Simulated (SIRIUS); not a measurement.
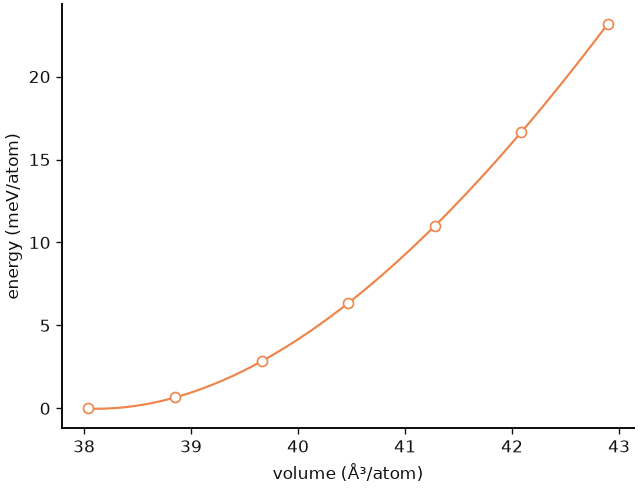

The plot gives the computed energy against volume.

Method: plane-wave DFT, no spin polarisation; energies at scaled volumes of the given cell, shape and fractions fixed, counted from the fit's minimum, third-order Birch-Murnaghan fit (SIRIUS 7.10.0). Level: PBEsol.

Question: For which of these solids was it computed?
A. KBr, Fm-3m (No. 225)
B. PbS, Fm-3m (No. 225)
C. CsBr, Pm-3m (No. 221)

Answer: C, CsBr: energy from 0.01 meV/atom to 23.15 meV/atom, V0 38.11 Å³/atom, B0 15.9 GPa. The others give: PbS, energy from 0.18 meV/atom to 23.74 meV/atom, V0 25.72 Å³/atom, B0 59.3 GPa; KBr, energy from 0.02 meV/atom to 10.39 meV/atom, V0 35.1 Å³/atom, B0 15.4 GPa.

For CsBr, limits of the calculation: the fit and the printed pressures don't fully agree, or the minimum lies near the end of the range.

For PbS, limits of the calculation: spin-orbit coupling left out, heavy elements.
